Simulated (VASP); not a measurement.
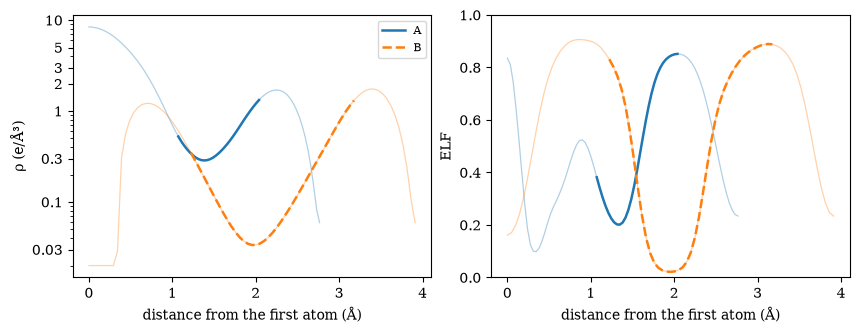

*CsPbCl₃. Valence charge density (pseudo) and ELF along straight lines between neighbouring atoms. Thin, pale parts lie inside the atomic spheres.*

Space group Pm-3m.

Computed with Kohn-Sham DFT of a periodic cell, PBEsol, VASP PAW PBE potentials, recommended in VASP.

In a PAW calculation such maps are meaningful between the atoms, not at the nuclei.

**Which curve belongs to which contact (Cs–Cl and Pb–Cl)? The first atom named is at distance zero.**

Curve A: Pb–Cl (2.76 Å): the density is about 0.29 e/Å³ at the midpoint; the ELF peaks at about 0.85 in the valence shell of Cl, 0.7 Å from its nucleus, and drops to about 0.20 between the two atoms. Curve B: Cs–Cl (3.91 Å): ρ is about 0.03 e/Å³ halfway; the ELF is about 0 at the midpoint (a largely ionic contact).
